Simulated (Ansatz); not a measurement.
## Electronic structure of MnS (slab) in real space

Input

```
crystal:
  lattice:
    - [3.6028533902, 0.0, 0.0]
    - [0.0, 3.6028533902, 0.0]
    - [0.0, 0.0, 20.0952041277]
  atoms:
    - { symbol: Mn, position: [0.5, 0.5, 0.3732233797], spin: 4.42 }
    - { symbol: S, position: [0.0, 0.0, 0.3732233797], spin: 0.14 }
    - { symbol: Mn, position: [0.0, 0.0, 0.5], spin: 4.42 }
    - { symbol: S, position: [0.5, 0.5, 0.5], spin: 0.14 }
    - { symbol: Mn, position: [0.5, 0.5, 0.6267766203], spin: 4.42 }
    - { symbol: S, position: [0.0, 0.0, 0.6267766203], spin: 0.14 }
basis:
  ecutwfc: 420
kpoints:
  mp_grid: { grid: [10, 10, 1] }
hamiltonian:
  xc: pbe
scf:
  occupations: { method: gaussian, width: 0.1 }
output:
  forces: true
  eigenvalues: true
  populations: true
  write_density: true
  write_potential: true
  elf: true
  volumetric_format: npy
magnetization:
  spin_polarized: true
relax:
  adjacent_minimum: "off"
  f_tol: 0.02
  max_steps: 60
efield:
  axis: 3
  dipole_correction: true
checkpoint:
  read: start.run
  write: ck
  compress: false
  write_wavefunctions: false
  write_every: 100000
```

Launched as:

```sh
ansatz run input.yaml --threads 1 --pin off --max-ram 2560MiB --backend cpu --events-out ev --progress --plain --runs-dir out
```

The fields are those of the relaxed geometry.

The program warned that this state isn't the lowest known; spin-polarised.

Computed with DFT PBE, scalar-relativistic, plane waves, PAW in Ansatz 0.2.0.

Core electrons are frozen (PAW), and the valence fields are smoothed inside the atomic spheres.

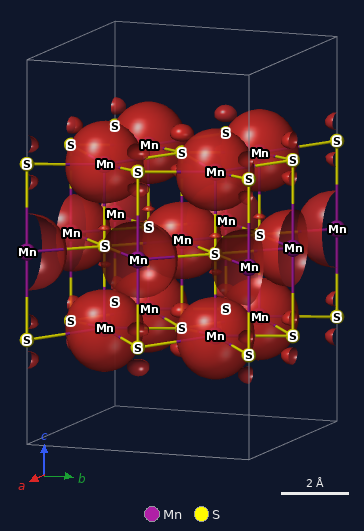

Figure 1. Isosurfaces of the spin density (up minus down) at +0.06 (red) and −0.06 e/Å³ (blue), seen slightly off an axis. Sticks mark near contacts.

Which atoms carry the moments, and with what signs?

The spin density sits on Mn: +4.1 μB (×3) in one cell of 6 atoms, with smaller moments on S (up to +0.16 μB): parallel moments (a ferromagnetic arrangement) in this solution. The cell of the calculation (6 atoms) carries 14.1 μB of net spin moment. Only one sign reaches the isovalue.

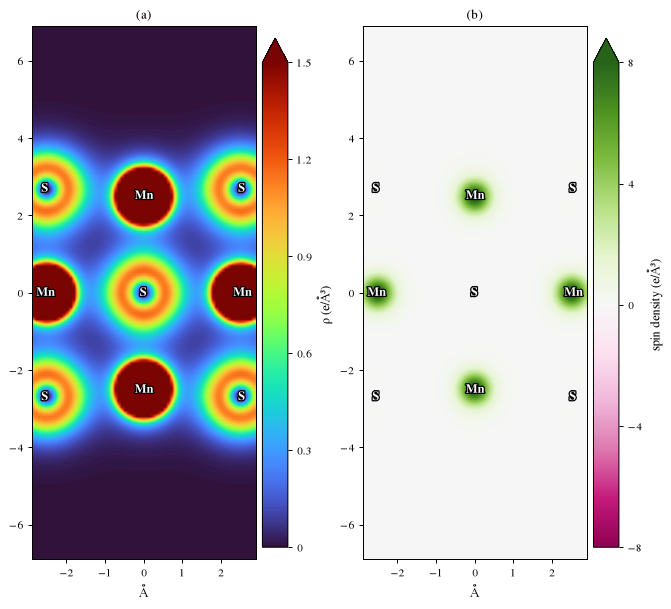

Figure 2. (a) valence charge density (pseudo); (b) magnetisation density (up minus down) on the (110) plane of the calculation cell, a cut from vacuum to vacuum.

What do the fields say about this system?

- The section cuts through Mn and S sites.
- Mn–S (2.51 Å): ρ is about 0.37 e/Å³ halfway.
- Mn–S (2.55 Å): ρ at the midpoint is about 0.34 e/Å³.
- Mn–S (2.70 Å): ρ at the midpoint is about 0.28 e/Å³.
- The density dies away to nearly zero in the vacuum.

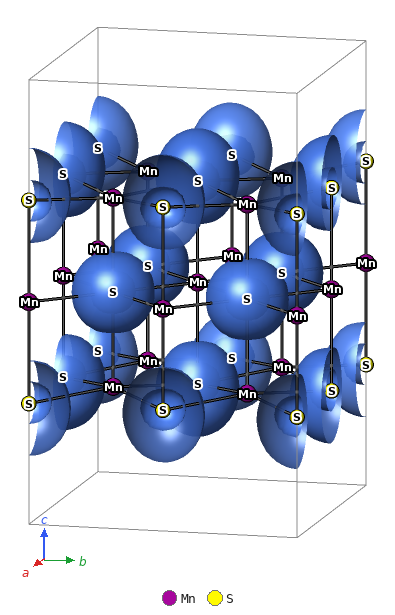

Figure 3. Isosurface of the ELF at 0.75 (blue), seen slightly off an axis. Only the valence region is drawn (cores and ρ < 0.01 e/Å³ removed). Sticks mark near contacts.

Where are the electrons localised?

The surface consists of three regions wrapped around S (the valence shell of each), counted in one cell of 6 atoms. Counts are for one cell; the picture repeats the cell along the surface. Along the contacts the grid gives the following. Mn–S (2.51 Å): the ELF peaks at about 0.85 in the valence shell of S, 0.8 Å from its nucleus, and is about 0.40 at the midpoint. Mn–S (2.55 Å): the ELF peaks at about 0.85 in the valence shell of S, 0.8 Å from its nucleus, and is about 0.45 at the midpoint.

Does the calculation make it a metal, or give it a gap?

It is metallic or semimetallic at this level of theory: no gap opens.
